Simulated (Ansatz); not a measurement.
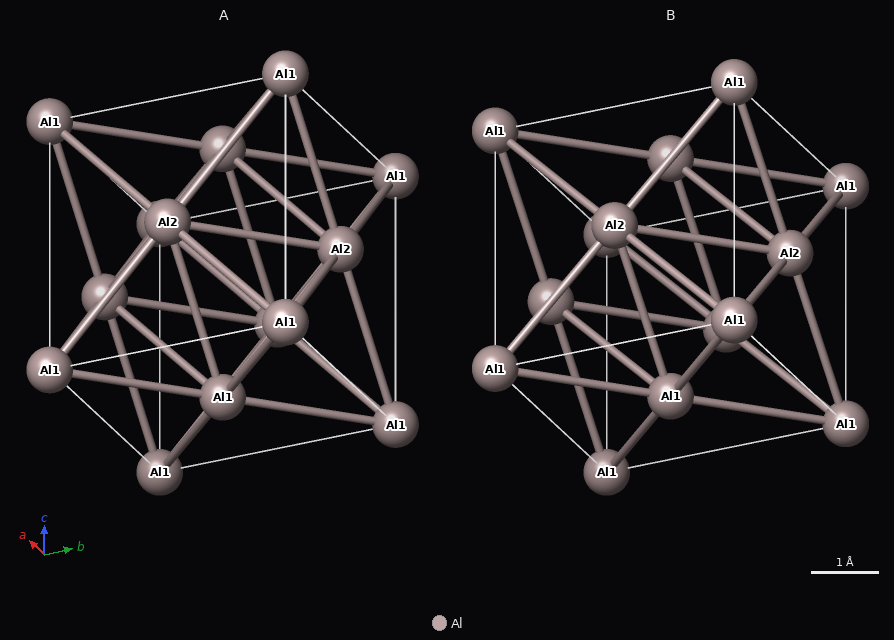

Two geometries of solid Al (set up in Fm-3m): one is the relaxed structure, the other was perturbed away from it. Style: ball-and-stick. Shown: the conventional cell (2 times the calculation's cell), from a free direction. Lengths and directions refer to the drawn axes.

All numbers below come from DFT r2SCAN, scalar-relativistic, plane waves, PAW in Ansatz 0.2.0. (plane-wave cutoff 500 eV; k-point mesh 18 × 18 × 14; occupations gaussian; smearing width 0.1 eV; no spin polarisation)

> Which one is perturbed?

Structure A is the perturbed one. Uniaxial strain along c, +4.5 %, is applied. The a and b axes and the atoms are relaxed. It costs 9.8 meV per atom. Pressure: 0.0 GPa before, −1.2 GPa after. The principal stresses (compression positive) are −3.5 GPa along c and none across it. The volume changes by +1.6 %, with a = b 3.993 → 3.937 Å (−1.4 %), c 3.993 → 4.172 Å (+4.5 %). The atoms keep their places relative to the cell (all moves are under 0.005 Å). Some distances before and after: Al–Al 2.823 → 2.784 to 2.868 Å. The space group (tolerance 0.01 Å) goes from Fm-3m (No. 225) to I4/mmm (No. 139).
